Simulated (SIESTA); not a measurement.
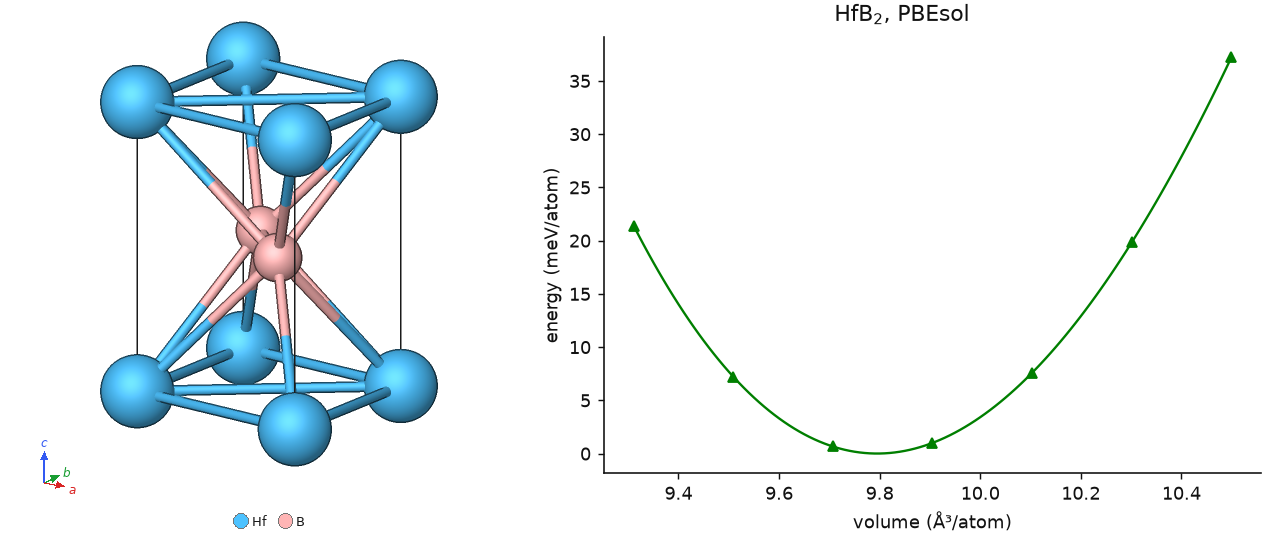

Plotted: energy against volume for HfB₂, space group P6/mmm (No. 191). The conventional cell is drawn beside the plot.

The given structure:
```xyz
3
Lattice="3.1400 0.0000 0.0000 -1.5700 2.7193 0.0000 0.0000 0.0000 3.4800" Properties=species:S:1:pos:R:3 pbc="T T T"
Hf    0.0000    0.0000    0.0000
B     1.5700    0.9064    1.7400
B     0.0000    1.8129    1.7400
```

Computed with SIESTA 5.4.2: DFT in numerical atomic orbitals with pseudopotentials, no spin polarisation; energies at scaled volumes of the given cell, shape and fractions fixed, counted from the fit's minimum, third-order Birch-Murnaghan fit. Level: PBEsol.

| setting | value |
| --- | --- |
| k mesh | 10×10×8 |
| occupations | Fermi–Dirac |
| smearing width | 0.05 eV |
| potentials | PseudoDojo 0.4 standard, converted to PSML, two zetas on semicore shells |
| program settings | basis DZP, mesh cutoff 800 Ry |

This calculation gives: equilibrium volume 9.79 Å³/atom and bulk modulus 264 GPa.

Now the level changes from PBEsol to LDA. How do these quantities change?

The equilibrium volume falls from 9.79 to 9.54 Å³/atom (−2.6 %) and the bulk modulus rises from 264 to 279 GPa (+5.7 %).

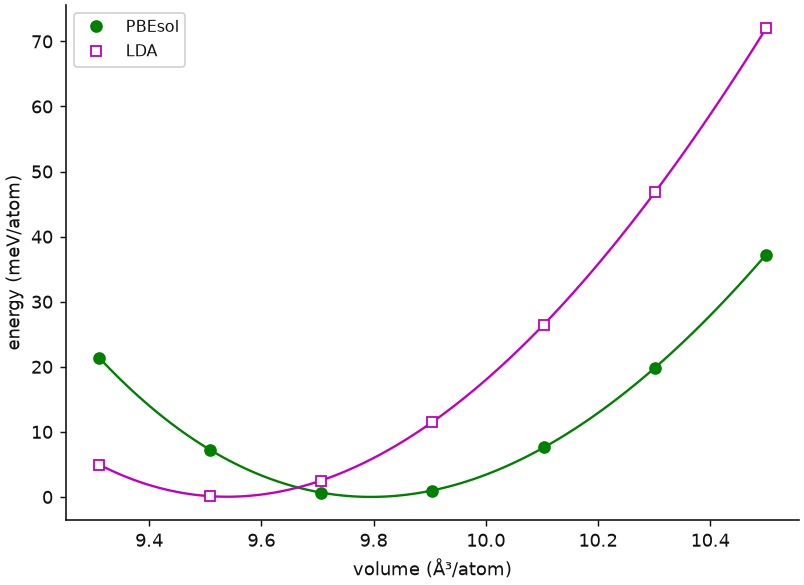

The two results together.

For both, limits of the calculation: mulliken charges of long orbitals; short basis over semicore shells; shape and atomic fractions are frozen while scaling, which makes layered, chain and framework solids too stiff.

V0 and the bulk modulus come from third-order Birch–Murnaghan fits.
